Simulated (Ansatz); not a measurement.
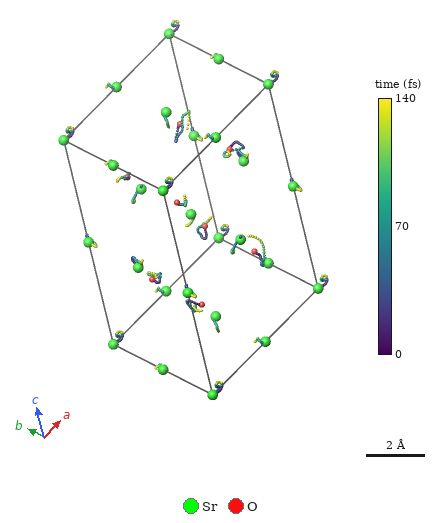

A Born-Oppenheimer molecular dynamics run of a 16-atom cell of SrO (set up in Fm-3m), 140 fs long. Dots mark each atom's position at evenly spaced times, coloured by time; spheres stand at the starting positions. Seen slightly off an axis in the reduced simulation cell.

Theory: Ansatz 0.2.0, DFT PBEsol, scalar-relativistic, plane waves, PAW. Run with plane-wave cutoff 420 eV; k-point mesh 2 × 2 × 2; Fermi-Dirac smearing 0.224 eV; volume 1.1 times that of the relaxed crystal; Langevin thermostat (NVT); set temperature 2600 K; time step 4 fs; friction 0.02 per fs.

> How do the atoms move?

In the second half of the run the atoms are, in the root-mean-square, this far from where they began (common drift taken out): Sr 0.40 Å, O 0.37 Å. The run lasts only 140 fs, too short to tell vibration from diffusion. The mean temperature in the second half is 2418 K (standard deviation 432 K). The potential energy is still drifting at the end, so the run hasn't reached equilibrium. The potential energy in the second half lies on average 286 meV per atom above the first frame. The mean pressure there is 0.6 GPa. The time step of 4 fs is long for the fastest vibrations here (lightest element oxygen).

The run took 90 s on 4 threads of Intel(R) Xeon(R) Platinum 8259CL CPU @ 2.50GHz (Skylake/Cascade Lake), with other jobs on the host, peak memory 0.85 GiB.
